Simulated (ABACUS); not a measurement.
# Band-structure run of Pd (part 1 of 2)

Pd (Fm-3m, 1 atom in the cell), computed with Kohn-Sham DFT of a periodic cell, TASK, SG15 ONCV 1.2 PBE, no spin polarisation (ABACUS 3.10.1).

The structure derives from an entry of the Crystallography Open Database.

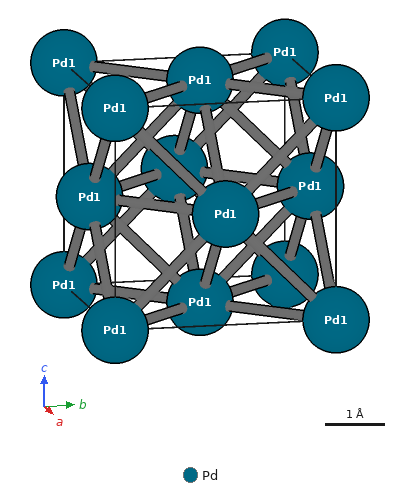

Figure 1. The structure as given in the input (ball-and-stick view of the cell 4 times as large as that of the calculation, set on its symmetry axes, seen slightly off an axis; atoms are numbered from 1 in the order of the input). Near neighbours in the crystal (not all of them lie inside the picture): Pd has 12 Pd at 2.75 Å.

**Summary**

```csv
quantity,value
outcome,converged
space group (tolerance 0.01 Å),Fm-3m (225)
electrons treated,18
free energy,−3417.5373 eV
Fermi energy of the self-consistent step,23.796 eV
gap on the k-point mesh,none (metallic)
pressure,505.11 GPa
largest force (length of the vector),under 0.001 eV/Å
hardware,"4 threads of Intel Xeon (Sapphire Rapids), 16 GiB of memory available, shared host"
wall time,26 s (CPU time 1.7 min)
peak memory,0.28 GiB
```

**Notes**

The cell is under a pressure of 505 GPa at this level, so it is not at its equilibrium volume.

**Input**
```
INPUT_PARAMETERS
suffix              Pd
calculation         scf
basis_type          pw
pseudo_dir          ./
symmetry            1
dft_functional      MGGA_X_TASK+LDA_C_PW
ecutwfc             95
pseudo_rcut         10
nspin               1
nbands              19
ks_solver           dav
smearing_method     fd
smearing_sigma      0.00367493
scf_thr             1e-08
scf_nmax            100
mixing_type         broyden
mixing_beta         0.7
cal_force           1
cal_stress          1
mixing_tau          1
out_chg             1
kpar                4
```

**File STRU**
```
ATOMIC_SPECIES
Pd 106.4200 Pd_ONCV_PBE-1.2.upf

LATTICE_CONSTANT
1.8897261246

LATTICE_VECTORS
0.0000000000 1.9465000000 1.9465000000
1.9465000000 0.0000000000 1.9465000000
1.9465000000 1.9465000000 0.0000000000

ATOMIC_POSITIONS
Direct

Pd
0.0
1
0.0000000000 0.0000000000 0.0000000000 1 1 1
```

**File KPT**
```
K_POINTS
0
Gamma
8 8 8 0 0 0
```

Run as:
```bash
OMP_NUM_THREADS=1 mpirun -np 4 abacus > log
```

**What the program printed**
```
ABACUS v3.10.1

               Atomic-orbital Based Ab-initio Computation at UStc

 ------------------------------------------------------------------------------------

 READING GENERAL INFORMATION
                           global_out_dir = OUT.Pd/
                           global_in_card = INPUT
                               pseudo_dir = ./
                              orbital_dir =
                                    DSIZE = 4
                                    GSIZE = 1

 READING UNITCELL INFORMATION
                                    ntype = 1
                  lattice constant (Bohr) = 1.88973
              lattice constant (Angstrom) = 1

 READING ATOM TYPE 1
                               atom label = Pd
                      L=0, number of zeta = 1
                      L=1, number of zeta = 1
                      L=2, number of zeta = 1
             number of atom for this type = 1

                        TOTAL ATOM NUMBER = 1
DIRECT COORDINATES
    atom                   x                   y                   z     mag                  vx                  vy                  vz
taud_Pd1            0.0000000000        0.0000000000        0.0000000000  0.0000        0.0000000000        0.0000000000        0.0000000000

                          Volume (Bohr^3) = 99.5382
                             Volume (A^3) = 14.75

 Lattice vectors: (Cartesian coordinate: in unit of a_0)
                   +0             +1.9465             +1.9465
              +1.9465                  +0             +1.9465
              +1.9465             +1.9465                  +0
 Reciprocal vectors: (Cartesian coordinate: in unit of 2 pi/a_0)
            -0.256871           +0.256871           +0.256871
            +0.256871           -0.256871           +0.256871
            +0.256871           +0.256871           -0.256871
 The esolver type has been set to : ksdft_pw

                PAO radial cut off (Bohr) = 10

 Read in pseudopotential file is Pd_ONCV_PBE-1.2.upf
                     pseudopotential type = NC
          exchange-correlation functional = PBE
                 nonlocal core correction = 0
                        valence electrons = 18
                                     lmax = 2
                           number of zeta = 0
                     number of projectors = 6
                           L of projector = 0
                           L of projector = 0
                           L of projector = 1
                           L of projector = 1
                           L of projector = 2
                           L of projector = 2
 XC functional updated to : MGGA_X_TASK+LDA_C_PW
          exchange-correlation functional = MGGA_X_TASK+LDA_C_PW
     initial pseudo atomic orbital number = 0

 SETUP THE ELECTRONS NUMBER
            electron number of element Pd = 18
      total electron number of element Pd = 18
            AUTOSET number of electrons:  = 18
                           occupied bands = 9
                                   NBANDS = 19
                                   NLOCAL = 9

%%%%%%%%%%%%%%%%%%%%%%%%%%%%%%%%%%%%%%%%%%%%%%%%%%%%%%%%%%%%%%%%%%%%%%%%%%%%%%%%%%%%%%%%%%%%%%%%%%%%%%%%%%
 Warning: the number of valence electrons in pseudopotential > 10 for Pd: [Kr] 4d10
 Pseudopotentials with additional electrons can yield (more) accurate outcomes, but may be less efficient.
 If you're confident that your chosen pseudopotential is appropriate, you can safely ignore this warning.
%%%%%%%%%%%%%%%%%%%%%%%%%%%%%%%%%%%%%%%%%%%%%%%%%%%%%%%%%%%%%%%%%%%%%%%%%%%%%%%%%%%%%%%%%%%%%%%%%%%%%%%%%%

 SETUP THE PLANE WAVE BASIS
 energy cutoff for charge/potential (unit:Ry) = 380
            fft grid for charge/potential = [ 36, 36, 36 ]
                        fft grid division = [ 1, 1, 1 ]
        big fft grid for charge/potential = [ 36, 36, 36 ]
                                     nbxx = 46656
                                     nrxx = 46656

 SETUP PLANE WAVES FOR CHARGE/POTENTIAL
                    number of plane waves = 12387
                         number of sticks = 703

 PARALLEL PW FOR CHARGE/POTENTIAL
     PROC   COLUMNS(POT)             PW
        1            703          12387
 --------------- sum -------------------
        1            703          12387
                            number of |g| = 175
                                  max |g| = 34.3111
                                  min |g| = 0

----------- Double Check Mixing Parameters Begin ------------
mixing_type: broyden
mixing_beta: 0.7
mixing_gg0: 1
mixing_gg0_min: 0.1
mixing_ndim: 8
----------- Double Check Mixing Parameters End ------------

 LATTICE VECTORS: (CARTESIAN COORDINATE: IN UNIT OF A0)
                   +0             +1.9465             +1.9465
              +1.9465                  +0             +1.9465
              +1.9465             +1.9465                  +0
                       right hand lattice = 1
                                   NORM_A = 2.75277
                                   NORM_B = 2.75277
                                   NORM_C = 2.75277
                           ALPHA (DEGREE) = 60
                           BETA  (DEGREE) = 60
                           GAMMA (DEGREE) = 60

 The lattice vectors have been changed (STRU_SIMPLE.cif)

(for optimal symmetric configuration:)
                             BRAVAIS TYPE = 3
                     BRAVAIS LATTICE NAME = 03. Cubic F (face-centered)
                                    ibrav = 3
                                    IBRAV = 3
                                  BRAVAIS = FACE CENTERED CUBIC
                       LATTICE CONSTANT A = 3.893
Original cell was already a primitive cell.
                        ROTATION MATRICES = 48
              PURE POINT GROUP OPERATIONS = 48
                   SPACE GROUP OPERATIONS = 48
                              POINT GROUP = O_h
               POINT GROUP IN SPACE GROUP = O_h

 SETUP K-POINTS
                                    nspin = 1
                   Input type of k points = Monkhorst-Pack(Gamma)
                                   nkstot = 512
                       right hand lattice = 1
(for reciprocal lattice: )
                             BRAVAIS TYPE = 2
                     BRAVAIS LATTICE NAME = 02. Cubic I (body-centered)
                                    ibrav = 2
                       right hand lattice = 1
(for k-lattice: )
                             BRAVAIS TYPE = 2
                     BRAVAIS LATTICE NAME = 02. Cubic I (body-centered)
                                    ibrav = 2
                       right hand lattice = 1
                        ROTATION MATRICES = 48
                               nkstot_ibz = 29
K-POINTS REDUCTION ACCORDING TO SYMMETRY
     IBZ    DIRECT_X    DIRECT_Y    DIRECT_Z  WEIGHT  ibz2bz
       1  0.00000000  0.00000000  0.00000000  0.0020       0
       2  0.12500000  0.12500000  0.12500000  0.0156       1
       3  0.25000000  0.25000000  0.25000000  0.0156       2
       4  0.37500000  0.37500000  0.37500000  0.0156       3
       5  0.50000000  0.50000000  0.50000000  0.0078       4
       6  0.12500000  0.12500000  0.00000000  0.0117       9
       7  0.25000000  0.25000000  0.12500000  0.0469      10
       8  0.37500000  0.37500000  0.25000000  0.0469      11
       9  0.50000000  0.50000000  0.37500000  0.0469      12
      10  0.50000000  0.37500000  0.37500000  0.0469      13
      11  0.37500000  0.25000000  0.25000000  0.0469      14
      12  0.12500000  0.12500000  0.25000000  0.0234      15
      13  0.25000000  0.25000000  0.00000000  0.0117      18
      14  0.37500000  0.37500000  0.12500000  0.0469      19
      15  0.50000000  0.50000000  0.25000000  0.0469      20
      16 -0.37500000  0.37500000  0.37500000  0.0469      21
      17  0.50000000  0.25000000  0.25000000  0.0234      22
      18  0.37500000  0.37500000  0.00000000  0.0117      27
      19  0.50000000  0.50000000  0.12500000  0.0469      28
      20 -0.25000000  0.37500000  0.37500000  0.0234      29
      21  0.50000000  0.50000000  0.00000000  0.0059      36
      22  0.37500000  0.25000000  0.12500000  0.0469      83
      23  0.50000000  0.37500000  0.25000000  0.0938      84
      24  0.50000000  0.37500000 -0.37500000  0.0469      85
      25  0.50000000  0.37500000  0.12500000  0.0469      92
      26  0.50000000  0.37500000 -0.25000000  0.0938      93
      27 -0.37500000  0.37500000  0.25000000  0.0469      94
      28 -0.12500000  0.50000000  0.37500000  0.0234     101
      29  0.50000000  0.25000000 -0.25000000  0.0117     166

                               nkstot now = 29
[... K-POINTS DIRECT COORDINATES: 29 rows ...]

           k-point number in this process = 8
       minimum distributed K point number = 7
[... stars of the k points ...]

[... K-POINTS CARTESIAN COORDINATES: 8 rows ...]

[... K-POINTS DIRECT COORDINATES: 8 rows ...]

 SETUP PLANE WAVES FOR WAVE FUNCTIONS
     energy cutoff for wavefunc (unit:Ry) = 95
              fft grid for wave functions = [ 36, 36, 36 ]
                    number of plane waves = 1917
                         number of sticks = 199

 PARALLEL PW FOR WAVE FUNCTIONS
     PROC   COLUMNS(POT)             PW
        1            199           1917
 --------------- sum -------------------
        1            199           1917

 SETUP NONLOCAL PSEUDOPOTENTIALS IN PLANE WAVE BASIS
 Pd non-local projectors:
 projector 1 L=0
 projector 2 L=0
 projector 3 L=1
 projector 4 L=1
 projector 5 L=2
 projector 6 L=2
      TOTAL NUMBER OF NONLOCAL PROJECTORS = 18

 Init Non-Local PseudoPotential table :
 Init Non-Local-Pseudopotential done.

                                     npwx = 1563

 -------------------------------------------
 SELF-CONSISTENT
 -------------------------------------------
                                 init_chg = atomic

 PW ALGORITHM --------------- ION=   1  ELEC=   1--------------------------------
 Notice: Threshold on eigenvalues was too large.
 hsover_error=0.18 > DRHO=0.0810514
 Origin diag ethr = 0.01
 New diag ethr = 0.000450285

 Density error is 0.0724923774137
                          Error Threshold = 0.00045028531136
----------------------------------------------------------
     Energy           Rydberg                 eV
----------------------------------------------------------
 E_KohnSham     -250.7746546588      -3411.9642173426
 E_Harris       -253.5887936106      -3450.2525420498
 E_Fermi        1.7642917544         24.0044207936
----------------------------------------------------------

 PW ALGORITHM --------------- ION=   1  ELEC=   2--------------------------------

 Density error is 0.0357384905973
                          Error Threshold = 0.000402735430076
----------------------------------------------------------
     Energy           Rydberg                 eV
----------------------------------------------------------
 E_KohnSham     -251.0241254329      -3415.3584413540
 E_Harris       -248.2883639368      -3378.1364966381
 E_Fermi        1.7196424466         23.3969357959
----------------------------------------------------------
```
